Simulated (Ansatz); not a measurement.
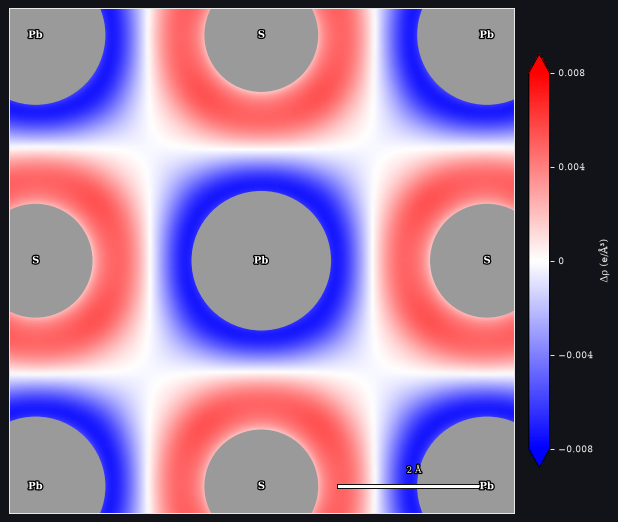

PbS: difference of two self-consistent densities at the same geometry, ρ(HSE06) − ρ(PBE), on the (100) plane of the conventional cell. Grey discs cover the cores, where the PAW densities can't be compared. Cores are masked to 0.9 Å (Pb) and 0.7 Å (S).

Space group Fm-3m. Spin-orbit coupling, left out here, splits and shifts the levels of such heavy elements, by tenths of an eV up to several eV.

Both runs: Ansatz, scalar-relativistic, plane waves and PAW, same cutoff, k-points and PAW files (made with PBE).

Question: How does the change of level move the electrons?

Answer: Against PBE, and outside the masked cores, the largest gain, 0.005 e/Å³, lies 1.1 Å from a sulfur nucleus, and the largest loss, 0.007 e/Å³, lies 1.0 Å from a lead nucleus. Bader charges are Pb +1.00 and S −1.00 e with PBE and Pb +1.08 and S −1.08 e with HSE06. At this volume the pressure is 2 GPa with PBE and roughly 1 GPa with HSE06. The gap on the mesh is 0.36 eV with PBE and 0.79 eV with HSE06.

Run times: 2.1 min (HSE06) and 8.4 s (base cell), on 1 thread of Arm Neoverse V1, with other jobs on the host.
